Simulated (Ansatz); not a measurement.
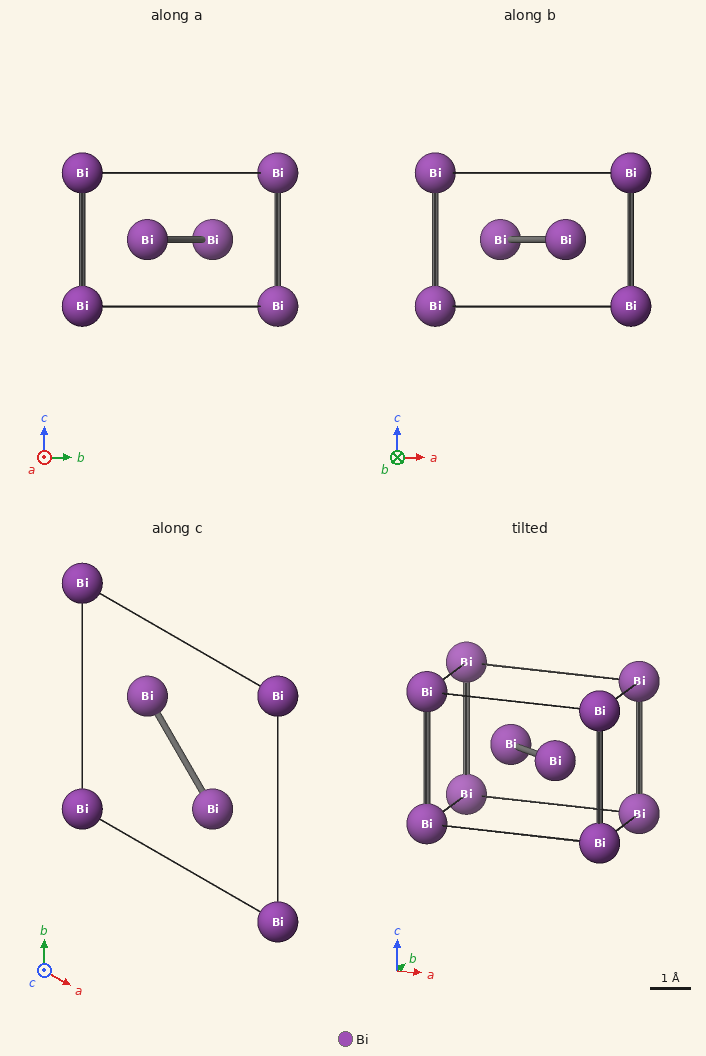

Structure drawing (ball-and-stick), viewed along the a axis, along the b axis, along the c axis and slightly off an axis. The wireframe shows the conventional unit cell.

Lattice parameters: a = 5.6565 Å, b = 5.6565 Å, c = 3.3407 Å, α = 90.000°, β = 90.000°, γ = 120.000°.

> Set out the cell and atoms as a CIF with its space group and independent sites.

```cif
data_structure
_symmetry_space_group_name_H-M 'P 6/m m m'
_symmetry_Int_Tables_number 191
_cell_length_a 5.6565
_cell_length_b 5.6565
_cell_length_c 3.3407
_cell_angle_alpha 90.000
_cell_angle_beta 90.000
_cell_angle_gamma 120.000
_cell_volume 92.57
loop_
_atom_site_label
_atom_site_type_symbol
_atom_site_symmetry_multiplicity
_atom_site_Wyckoff_symbol
_atom_site_fract_x
_atom_site_fract_y
_atom_site_fract_z
_atom_site_occupancy
Bi1 Bi 1 a 0.0000 0.0000 0.0000 1
Bi2 Bi 2 d 0.3333 0.6667 0.5000 1
```

Provenance: a structure type filled with this element by a generator (whether the element takes this form wasn't checked). Earlier steps of the study may have refined or changed the cell and positions. It was run through Ansatz as a DFT input.
